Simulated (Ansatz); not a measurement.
# Be8S7 (cell charge +2, with a compensating background) (cell with a defect): what the fields show

```
CELL_PARAMETERS angstrom
0.00000 4.87584 -4.87584
4.87584 4.87584 0.00000
4.87584 0.00000 -4.87584
ATOMIC_POSITIONS crystal
Be 0.93993 0.56007 0.93993
Be 0.99522 0.00478 0.99522
Be 0.50835 0.46172 0.99758
Be 0.50835 0.03235 0.99758
Be 0.99758 0.46172 0.50835
Be 0.99758 0.03235 0.50835
Be 0.48618 0.51382 0.48618
Be 0.53484 0.96516 0.53484
S 0.14787 0.35213 0.14787
S 0.65848 0.09089 0.15974
S 0.57214 0.65789 0.11207
S 0.15974 0.09089 0.65848
S 0.11207 0.65789 0.57214
S 0.62834 0.14229 0.62834
S 0.62834 0.60103 0.62834
```

Computed with Ansatz 0.2.0, DFT PBE, scalar-relativistic, plane waves, PAW.

In a PAW calculation such maps are meaningful between the atoms, not at the nuclei.

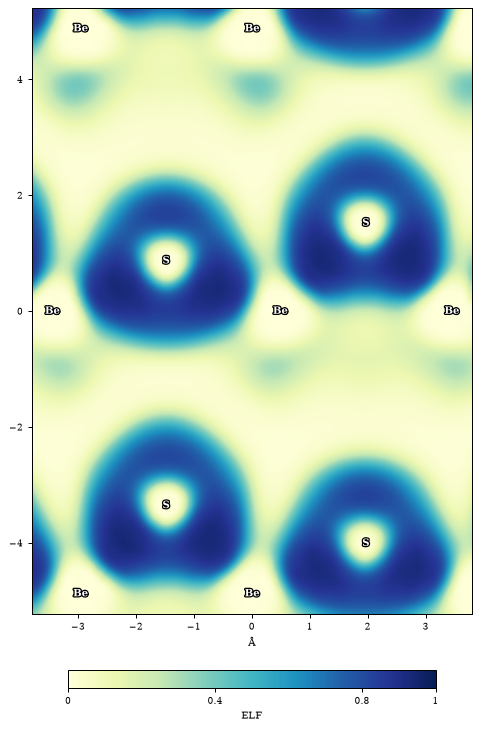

Figure 1. ELF on the (101̄) plane of the calculation cell.

What do the fields say about this system?

- Atoms in the plane: Be and S.
- Be–S (2.12 Å): the ELF peaks at about 0.95 between the atoms, as expected for a shared but strongly polarised pair.

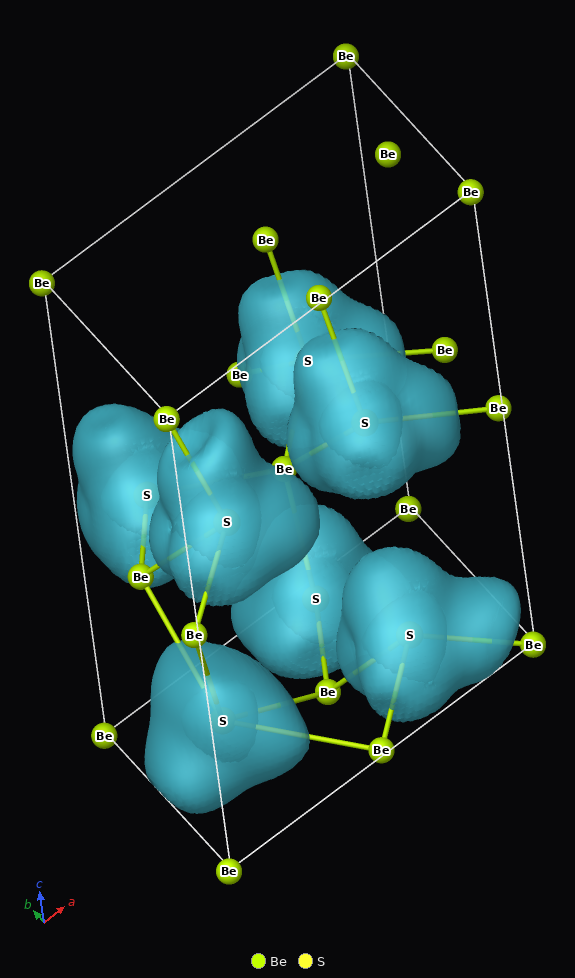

Figure 2. Isosurface of the electron localisation function at 0.75 (cyan), seen slightly off an axis. Core shells and regions of very low density are left out. Sticks mark near contacts.

Where are the electrons localised?

The surface consists of seven regions wrapped around S (the valence shell of each), counted in one cell of 15 atoms. Regions shared between cells count once. Along the contacts the grid gives the following. Be–S (1.92 Å): the ELF peaks at about 0.95 between the atoms; a shared but strongly polarised pair. Be–S (2.03 Å): the ELF peaks at about 0.95 between the atoms.

Metal or insulator at this level of theory?

It is gapped, with a Kohn–Sham gap of 2.3 eV on the k-point mesh (the band edges may lie off the mesh, which would make the gap smaller).
